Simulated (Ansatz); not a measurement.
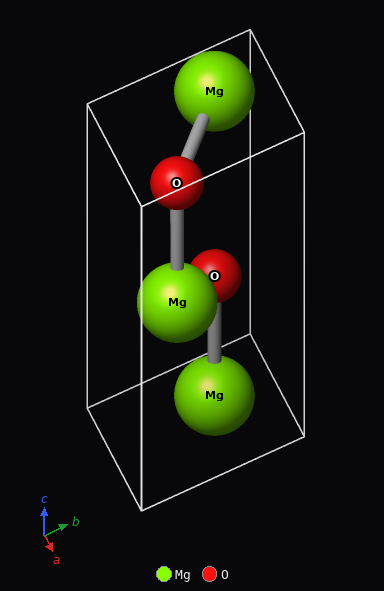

Ball-and-stick representation of a periodic structure, projected from a general direction. One simulation cell is framed, with atoms on its boundary repeated.

The run was set up as follows:
```yaml
crystal:
  lattice:
    - [3.2224529085, 0.0, 0.0]
    - [-1.6112264543, 2.8476796748, 0.0]
    - [0.0, 0.0, 5.0343661375]
  atoms:
    - { symbol: Mg, position: [0.3346460217, 0.6692920434, -0.0086420042] }
    - { symbol: Mg, position: [0.6653539783, 0.3307079566, 0.4913579958] }
    - { symbol: O, position: [0.3349960298, 0.6699920597, 0.3836420042] }
    - { symbol: O, position: [0.6650039702, 0.3300079403, 0.8836420042] }
kpoints:
  mp_grid: { grid: [12, 12, 6] }
  band_path:
    path:
      - [0.0, 0.0, 0.0]
      - [0.5, 0.0, 0.0]
      - [0.3333333333, 0.3333333333, 0.0]
      - [0.0, 0.0, 0.5]
      - [0.5, 0.0, 0.5]
      - [0.3333333333, 0.3333333333, 0.5]
    npoints: 1
hamiltonian:
  xc: pbe
scf:
  occupations: { method: fermi_dirac, width: 0.02 }
  n_extra_bands: 5
output:
  forces: true
  stress: true
  eigenvalues: true
  write_density: true
  write_potential: true
  elf: true
  volumetric_format: npy
```
Run as:
```sh
ansatz run input.yaml --threads 4 --pin off --max-ram 4608MiB --backend cpu --events-out ev --progress --plain --runs-dir out
```

Computational set-up: DFT, PBE, plane waves, PAW in Ansatz 0.2.0, 420 eV cutoff, k-grid 12×12×6, Fermi-Dirac smearing of 0.02 eV, no spin polarisation.

Does it come out as a metal, or with a gap?

An insulator at this level, with a gap of 3.70 eV, direct.

Which way would the volume go on relaxing?

The computed pressure is 6.8 GPa (compressed: it would expand). The stress isn't hydrostatic: its largest component is 8.2 GPa.

The model was built from a structure type filled with these elements by a generator (whether the compound takes this form wasn't checked). The cell was then strained or its atoms displaced on purpose. It was the input of a calculation with Ansatz.

At this level of theory the cell isn't at rest (compressed, at 7 GPa), so its distances can differ from those at equilibrium, the more so the softer the solid.
